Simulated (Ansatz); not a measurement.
# Single-point calculation of WS₂ (part 2 of 3)

WS₂ (P6₃/mmc, 6 atoms in the cell); DFT LDA, scalar-relativistic, plane waves, PAW, spin-polarised (Ansatz 0.2.0); cutoff 420 eV, 7×7×2 k-mesh, Gaussian smearing of 0.05 eV, collinear spins. The structure derives from an entry of the Crystallography Open Database. It belongs to a series of runs on one base structure; here: natural orbitals of the symmetric run, filled by rank.

Geometry of the input (Å; fractional positions):
```
3.1800  0.0000  0.0000
-1.5900  2.7540  0.0000
0.0000  0.0000  12.5000
W  0.3333  0.6667  0.2500
W  0.6667  0.3333  0.7500
S  0.3333  0.6667  0.6200
S  0.6667  0.3333  0.1200
S  0.3333  0.6667  0.8800
S  0.6667  0.3333  0.3800
```

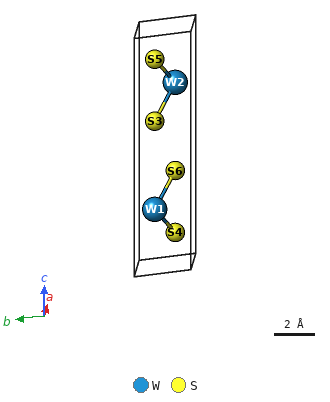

The input geometry (ball-and-stick view of the cell of the calculation, seen at an oblique angle; atoms are numbered from 1 in the order of the input).

## The program's output, continued
```
SCF iter   1: F=—  HF=-23710.639533 eV  |F-HF|=—  |Δ(HF+E_count)|=         —  Δρ=6.61e-2 (↑6.61e-2 ↓6.61e-2)  dr2=3.01e1  dr2_m=1.25e0  M=0.000 μB ∫|m|=4.004 μB  β_m=0.30  ethr=3.10e-3  ⟨swp⟩=7.2  Hψ=11222  notcnv=0  defer=10
preconditioner: auto → Resta (q_TF=auto, 2.410 Å⁻¹)  ε∞=4.0  [insulator: Δε(μ)=2.467 eV  Ē_g=12.391 eV  σ=0.050 eV  W_gap=1.00  n_scr=26 (ndim 8)  ℏωp=21.3 eV  f_vac=0.001  D(μ)=0.00/eV (n_scr^D=0)  ε∞_Penn≈4.0]
spin=Collinear: Resta preconditioning applied to the charge; magnetization (m = ρ↑ − ρ↓) channel mixes plain (no charge-response kernel on spin).
SCF iter   2: F=—  HF=-23704.565454 eV  |F-HF|=—  |Δ(HF+E_count)|=    6.07e0  Δρ=4.30e-2 (↑4.30e-2 ↓4.30e-2)  dr2=9.59e0  dr2_m=6.06e-1  M=0.000 μB ∫|m|=4.040 μB  β_m=0.30  ethr=3.10e-3  ⟨swp⟩=4.7  Hψ=5035  notcnv=0  defer=194
SCF iter   3: F=—  HF=-23702.046078 eV  |F-HF|=—  |Δ(HF+E_count)|=    2.52e0  Δρ=2.10e-2 (↑2.10e-2 ↓2.10e-2)  dr2=9.53e-1  dr2_m=2.77e-1  M=0.000 μB ∫|m|=4.043 μB  β_m=0.30  ethr=3.10e-3  ⟨swp⟩=6.5  Hψ=6117  notcnv=0  defer=204
SCF iter   4: F=—  HF=-23702.273355 eV  |F-HF|=—  |Δ(HF+E_count)|=   2.27e-1  Δρ=1.71e-2 (↑1.71e-2 ↓1.71e-2)  dr2=1.56e0  dr2_m=1.51e-1  M=0.000 μB ∫|m|=4.085 μB  β_m=0.30  ethr=1.83e-3  ⟨swp⟩=4.7  Hψ=4787  notcnv=0  defer=194
SCF iter   5: F=—  HF=-23701.935680 eV  |F-HF|=—  |Δ(HF+E_count)|=   3.38e-1  Δρ=8.70e-3 (↑8.70e-3 ↓8.70e-3)  dr2=1.03e-2  dr2_m=7.23e-2  M=-0.000 μB ∫|m|=4.104 μB  β_m=1.00  ethr=1.83e-3  ⟨swp⟩=4.7  Hψ=4030  notcnv=0  defer=200
SCF iter   6: F=—  HF=-23701.980524 eV  |F-HF|=—  |Δ(HF+E_count)|=   4.48e-2  Δρ=1.30e-3 (↑1.30e-3 ↓1.30e-3)  dr2=1.25e-2  dr2_m=3.69e-4  M=0.000 μB ∫|m|=4.143 μB  β_m=1.00  ethr=1.99e-5  ⟨swp⟩=3.4  Hψ=4688  notcnv=0  defer=200
SCF iter   7: F=—  HF=-23701.979382 eV  |F-HF|=—  |Δ(HF+E_count)|=   1.14e-3  Δρ=3.39e-4 (↑3.39e-4 ↓3.39e-4)  dr2=8.42e-4  dr2_m=1.42e-5  M=0.000 μB ∫|m|=4.147 μB  β_m=0.30  ethr=1.99e-5  ⟨swp⟩=2.2  Hψ=3246  notcnv=0  defer=200
Mixer restart at iter 7: flushing history
spin-set hold released at iteration 7 (site moments contracting): the magnetisation degrees of freedom join the quasi-Newton model from the next iteration; the mixer history was flushed
SCF iter   8: F=—  HF=-23701.979791 eV  |F-HF|=—  |Δ(HF+E_count)|=   4.08e-4  Δρ=2.18e-4 (↑2.18e-4 ↓2.18e-4)  dr2=1.92e-4  dr2_m=6.06e-6  M=0.000 μB ∫|m|=4.148 μB  β_m=0.63  ethr=1.62e-6  ⟨swp⟩=2.1  Hψ=2552  notcnv=0  defer=198
SCF iter   9: F=—  HF=-23701.980269 eV  |F-HF|=—  |Δ(HF+E_count)|=   4.79e-4  Δρ=6.64e-5 (↑6.64e-5 ↓6.64e-5)  dr2=5.22e-5  dr2_m=3.81e-7  M=0.000 μB ∫|m|=4.149 μB  β_m=0.59  ethr=3.70e-7  ⟨swp⟩=2.0  Hψ=3540  notcnv=0  defer=198
SCF iter  10: F=—  HF=-23701.980267 eV  |F-HF|=—  |Δ(HF+E_count)|=   2.06e-6  Δρ=1.59e-5 (↑1.59e-5 ↓1.59e-5)  dr2=7.85e-7  dr2_m=5.82e-8  M=-0.000 μB ∫|m|=4.149 μB  β_m=0.79  ethr=1.00e-7  ⟨swp⟩=2.0  Hψ=2779  notcnv=0  defer=198
SCF iter  11: F=—  HF=-23701.980267 eV  |F-HF|=—  |Δ(HF+E_count)|=   1.10e-8  Δρ=4.90e-6 (↑4.88e-6 ↓4.90e-6)  dr2=1.09e-7  dr2_m=3.49e-9  M=0.000 μB ∫|m|=4.149 μB  β_m=0.79  ethr=1.51e-9  ⟨swp⟩=2.2  Hψ=3348  notcnv=0  defer=198
Mixer restart at iter 11: flushing history
SCF iter  12: F=—  HF=-23755.341386 eV  |F-HF|=—  |Δ(HF+E_count)|=         —  Δρ=9.80e-2 (↑9.80e-2 ↓9.80e-2)  dr2=1.08e2  dr2_m=1.31e0  M=-0.000 μB ∫|m|=1.557 μB  β_m=0.79  ethr=2.09e-10  ⟨swp⟩=10.7  Hψ=18889  notcnv=0  defer=154
SCF iter  13: F=—  HF=-23769.396452 eV  |F-HF|=—  |Δ(HF+E_count)|=    1.41e1  Δρ=9.71e-2 (↑9.71e-2 ↓9.71e-2)  dr2=1.22e2  dr2_m=4.07e-1  M=0.000 μB ∫|m|=0.254 μB  β_m=0.01  ethr=2.09e-10  ⟨swp⟩=11.8  Hψ=20696  notcnv=0  defer=191
SCF iter  14: F=—  HF=-23768.817885 eV  |F-HF|=—  |Δ(HF+E_count)|=   5.79e-1  Δρ=9.62e-2 (↑9.62e-2 ↓9.62e-2)  dr2=1.20e2  dr2_m=4.06e-1  M=0.000 μB ∫|m|=0.254 μB  β_m=0.01  ethr=2.09e-10  ⟨swp⟩=7.0  Hψ=10312  notcnv=0  defer=160
SCF iter  15: F=—  HF=-23768.104658 eV  |F-HF|=—  |Δ(HF+E_count)|=   7.13e-1  Δρ=9.54e-2 (↑9.54e-2 ↓9.54e-2)  dr2=1.17e2  dr2_m=4.32e-1  M=0.000 μB ∫|m|=0.263 μB  β_m=0.02  ethr=2.09e-10  ⟨swp⟩=7.3  Hψ=10541  notcnv=0  defer=164
SCF iter  16: F=—  HF=-23767.577654 eV  |F-HF|=—  |Δ(HF+E_count)|=   5.27e-1  Δρ=9.50e-2 (↑9.50e-2 ↓9.50e-2)  dr2=1.14e2  dr2_m=4.65e-1  M=0.000 μB ∫|m|=0.272 μB  β_m=0.03  ethr=2.09e-10  ⟨swp⟩=7.0  Hψ=9660  notcnv=0  defer=159
SCF iter  17: F=—  HF=-23766.045129 eV  |F-HF|=—  |Δ(HF+E_count)|=    1.53e0  Δρ=9.30e-2 (↑9.30e-2 ↓9.30e-2)  dr2=1.07e2  dr2_m=4.73e-1  M=-0.000 μB ∫|m|=0.280 μB  β_m=0.03  ethr=2.09e-10  ⟨swp⟩=8.0  Hψ=11753  notcnv=0  defer=159
SCF iter  18: F=—  HF=-23763.051650 eV  |F-HF|=—  |Δ(HF+E_count)|=    2.99e0  Δρ=8.91e-2 (↑8.91e-2 ↓8.91e-2)  dr2=9.12e1  dr2_m=4.83e-1  M=-0.000 μB ∫|m|=0.298 μB  β_m=0.07  ethr=2.09e-10  ⟨swp⟩=8.2  Hψ=13372  notcnv=0  defer=164
SCF iter  19: F=—  HF=-23756.869895 eV  |F-HF|=—  |Δ(HF+E_count)|=    6.18e0  Δρ=7.77e-2 (↑7.77e-2 ↓7.77e-2)  dr2=5.94e1  dr2_m=3.06e-1  M=0.000 μB ∫|m|=0.273 μB  β_m=0.05  ethr=2.09e-10  ⟨swp⟩=9.2  Hψ=14455  notcnv=0  defer=165
SCF iter  20: F=—  HF=-23754.435898 eV  |F-HF|=—  |Δ(HF+E_count)|=    2.43e0  Δρ=7.06e-2 (↑7.06e-2 ↓7.06e-2)  dr2=4.94e1  dr2_m=2.17e-1  M=0.000 μB ∫|m|=0.175 μB  β_m=0.08  ethr=2.09e-10  ⟨swp⟩=7.9  Hψ=12869  notcnv=0  defer=165
SCF iter  21: F=—  HF=-23745.980937 eV  |F-HF|=—  |Δ(HF+E_count)|=    8.45e0  Δρ=4.53e-2 (↑4.53e-2 ↓4.53e-2)  dr2=7.76e0  dr2_m=8.70e-2  M=0.000 μB ∫|m|=0.113 μB  β_m=0.17  ethr=2.09e-10  ⟨swp⟩=9.7  Hψ=16120  notcnv=0  defer=143
SCF iter  22: F=—  HF=-23743.901737 eV  |F-HF|=—  |Δ(HF+E_count)|=    2.08e0  Δρ=2.47e-2 (↑2.47e-2 ↓2.47e-2)  dr2=4.36e0  dr2_m=1.21e-1  M=0.000 μB ∫|m|=0.256 μB  β_m=0.43  ethr=2.09e-10  ⟨swp⟩=8.2  Hψ=14634  notcnv=0  defer=119
SCF iter  23: F=—  HF=-23743.167767 eV  |F-HF|=—  |Δ(HF+E_count)|=   7.34e-1  Δρ=9.68e-3 (↑9.68e-3 ↓9.68e-3)  dr2=7.31e-1  dr2_m=2.44e-2  M=0.000 μB ∫|m|=0.174 μB  β_m=0.72  ethr=2.09e-10  ⟨swp⟩=9.1  Hψ=14562  notcnv=0  defer=117
SCF iter  24: F=—  HF=-23743.145391 eV  |F-HF|=—  |Δ(HF+E_count)|=   2.24e-2  Δρ=6.77e-3 (↑6.77e-3 ↓6.77e-3)  dr2=4.58e-1  dr2_m=1.70e-3  M=0.000 μB ∫|m|=0.047 μB  β_m=0.68  ethr=2.09e-10  ⟨swp⟩=7.7  Hψ=12790  notcnv=0  defer=117
SCF iter  25: F=—  HF=-23743.080704 eV  |F-HF|=—  |Δ(HF+E_count)|=   6.47e-2  Δρ=3.13e-3 (↑3.13e-3 ↓3.13e-3)  dr2=9.54e-2  dr2_m=5.88e-4  M=0.000 μB ∫|m|=0.027 μB  β_m=0.84  ethr=2.09e-10  ⟨swp⟩=7.2  Hψ=10568  notcnv=0  defer=117
SCF iter  26: F=—  HF=-23743.064942 eV  |F-HF|=—  |Δ(HF+E_count)|=   1.58e-2  Δρ=7.08e-4 (↑7.07e-4 ↓7.08e-4)  dr2=4.47e-3  dr2_m=6.33e-5  M=0.000 μB ∫|m|=0.009 μB  β_m=0.92  ethr=2.09e-10  ⟨swp⟩=6.6  Hψ=9575  notcnv=0  defer=117
SCF iter  27: F=—  HF=-23743.064215 eV  |F-HF|=—  |Δ(HF+E_count)|=   7.26e-4  Δρ=1.13e-4 (↑1.13e-4 ↓1.08e-4)  dr2=9.95e-5  dr2_m=2.53e-6  M=0.000 μB ∫|m|=0.002 μB  β_m=0.96  ethr=2.09e-10  ⟨swp⟩=5.3  Hψ=7641  notcnv=0  defer=117
SCF iter  28: F=—  HF=-23743.064200 eV  |F-HF|=—  |Δ(HF+E_count)|=   1.49e-5  Δρ=2.01e-5 (↑1.11e-5 ↓2.01e-5)  dr2=3.10e-6  dr2_m=3.62e-8  M=0.000 μB ∫|m|=0.000 μB  β_m=0.68  ethr=2.09e-10  ⟨swp⟩=4.1  Hψ=5808  notcnv=0  defer=117
iter 29 did not close the SCF: its close was put off for a magnetic moment that had not settled (scf_convergence_deferred on its scf_iter line)
SCF iter  29: F=-23743.064200 eV  HF=-23743.064200 eV  |F-HF|=1.46e-11  |Δ(HF+E_count)|=   4.26e-7  Δρ=1.93e-6 (↑1.85e-6 ↓1.93e-6)  dr2=1.57e-8  dr2_m=9.53e-10  M=0.000 μB ∫|m|=0.000 μB  β_m=0.84  ethr=1.92e-10  ⟨swp⟩=15.5  Hψ=19629  notcnv=0
SCF iter  30: F=-23743.064200 eV  HF=-23743.064200 eV  |F-HF|=1.22e-9  |Δ(HF+E_count)|=   5.82e-9  Δρ=5.92e-7 (↑5.92e-7 ↓5.92e-7)  dr2=2.77e-9  dr2_m=8.54e-12  M=0.000 μB ∫|m|=0.000 μB  ethr=3.02e-11  ⟨swp⟩=6.0  Hψ=11656  notcnv=0
WARN: the starting moments were not kept: the SCF closed with an absolute magnetisation of 2.2e-6 μB, where they sum to 4 μB in size (2 sites). That is at most 0.1 of that sum. Measured as dr2_m measures the in/out step, that magnetisation stands 3.4e-13 eV from none, at or under the dr2_threshold of 1.0e-7 eV: it is no larger than a step whose dr2_m would equal this threshold. The system may hold no moment; this SCF shows only that its start led to no more than that. To try another start: raise the starting moments (crystal.atoms[].spin, magnetization.per_species, magnetization.initial_magnetization, or on a non-collinear deck that types none of these the spinor_matrix: blocks that start its atoms; where the total moment is fixed, keep their sum and leave initial_magnetization as it is; typed ones take the place of any that the run laid by itself, positive ones on a crystal's lanthanoids without a Hubbard term where scf.initial_density.shell_occupations: [] is typed) or, if the notice of its spin-set hold's release reads "site moments contracting" or "site moments show no strong build", lengthen the hold (scf.mixing.spin_hold: { on: { confirm: 4 } }; for m-r²SCAN on two components see the key's manual first). Each may lead to a state that holds a moment. A second SCF, from the converged charge density, with the starting moments and any scf.initial_density.shell_occupations laid on it anew, would have followed, and was not run: the deck does not ask for one (magnetization.retry_lost_moments is false, the default). To let it run, set magnetization.retry_lost_moments: true and run the deck again, where that key's refused combinations let it; where memory then withholds it, that run's warning says so.
WARN: hamiltonian.hubbard: on 4 of 4 specified blocks the occupation matrix of this SCF's result fails the test of the specified filling. At site 0 ↑ (sites count from 0 in the list of atoms of the cell that this SCF solves) the least filled combination of the orbitals specified full has occupation 0.510, and the fullest combination of the orbitals specified empty has occupation 0.510; the filling counts as kept where the first is at least 0.75 and exceeds the second by more than 0.25. The same holds at site 0 ↓, site 1 ↑, site 1 ↓. The state of this SCF's result may not hold the specified filling, though these bounds can also misjudge a state that does. This warning does not say which state is lower in energy, or whether the specified filling is a self-consistent state at all; see hamiltonian.hubbard.sites[].starting_ns, Limitations, and scf.initial_density.shell_occupations in the input reference
SCF 1 converged in 30 iterations: F = -23743.064200 eV  dr2 = 2.77e-9
  greatest PAW one-centre occupation: 1.000 electrons in one spin orbital (limit 2), on the W atom at site 1 (counted from 0), in its partial waves of l = 0
SCF converged after 30 iterations
Magnetization: 0.0000 μB (26.0000 up, 26.0000 down)
Absolute magnetization: 0.0000 μB (∫|ρ↑−ρ↓|, with the PAW one-centre terms)
Spin contamination: 0.0000 ħ² per cell (⟨S²⟩ above its minimum at these occupations)
Per-site moments (μB) at R_I (Å): [(-3.145488461321814e-7, 1.011375944842273), (3.216471256668752e-7, 1.011375944842273), (-8.740761751388752e-8, 1.011375944842273), (8.407715304802892e-8, 1.011375944842273), (-8.740761765649605e-8, 1.011375944842273), (8.407715322207858e-8, 1.011375944842273)]
Free energy (F): -23743.064200 eV
Harris-Foulkes:  -23743.064200 eV  (|F-HF|=1.22e-9)
Internal energy: -23743.064200 eV  (E = F + TS)
E sigma→0 (E₀):  -23743.064200 eV
Fermi energy:    11.341236 eV
--- Per-component energies (eV) ---
  E_band       = -403.782023
  E_kinetic    = 1326.343043
  E_local      = -3479.372656  (includes V_loc(G=0)·N_el)
  E_nonlocal   = 129.911280
  E_hartree    = 1364.735204
  E_xc         = -914.334086
  E_vxc        = -827.861376  (∫ρ·V_xc dr)
  E_paw        = -18893.980944  (= ΣΔE_a)
  E_vpaw       = -282.275030  (= ΣTr[D̂ρ^β])
  E_aug_tail   = -0.000118  (compensation charges beyond the density's cutoff)
  E_ewald      = -3277.545019
  E_core_change = 1.179096  (= ΣΔE_core)
  E_smearing   = -0.000000  (= −TS)
  E_closure    = 0.000000  (closes the sum)
  Σ components = -23743.064200   (vs F -23743.064200, Δ=0.00e0)
--- Specified on-site occupations, and those of the state reported ---
  electrons in the specified blocks: 4.2000 specified, 9.8625 found
  site 1 (l=d) ↑: largest change of an orbital's occupation 0.5301; electrons 0.1000 specified, 2.4656 found; spectral distance 1.0617
  site 0 (l=d) ↓: largest change of an orbital's occupation 0.5301; electrons 0.1000 specified, 2.4656 found; spectral distance 1.0617
  site 1 (l=d) ↓: largest change of an orbital's occupation 0.4899; electrons 2.0000 specified, 2.4656 found; spectral distance 0.9971
  site 0 (l=d) ↑: largest change of an orbital's occupation 0.4899; electrons 2.0000 specified, 2.4656 found; spectral distance 0.9971
--- Forces (eV/Å), atoms counted from 1 ---
  atom   1  W     -0.00000000    -0.00000009     0.00000000
  atom   2  W      0.00000000     0.00000009     0.00000000
  atom   3  S      0.00000000     0.00000007     1.48142754
  atom   4  S     -0.00000000    -0.00000007     1.48142749
  atom   5  S      0.00000000     0.00000007    -1.48142754
  atom   6  S     -0.00000000    -0.00000007    -1.48142749
  max |Σ_I F_I| component: 1.82e-11 eV/Å
--- Stress (GPa, compression-positive) ---
       -9.773969       0.000000       0.000000
        0.000000      -9.773964       0.000000
        0.000000       0.000000     -14.853114
  P = ⅓ Tr σ = -11.4670 GPa (-114.670 kbar)
--- Band table (eV; the first three rows and the last of 64) ---
  k-point 0 ↑: bands = ["-63.5996", "-63.5996", "-27.8486", "-27.8486", "-27.6725", "-27.6725", "-27.6725", "-27.6725", "-4.2601", "-3.9990", "-2.9291", "-2.4668", "3.5591", "4.6587", "7.0803", "7.8401", "7.8401", "7.8561", "7.8561", "8.9790", "8.9790", "9.0372", "9.0372", "9.4867", "9.6398", "10.8362", "13.1429", "13.1429", "13.2045", "13.2045", "13.2246", "13.2246", "13.3309", "13.3309"]
```
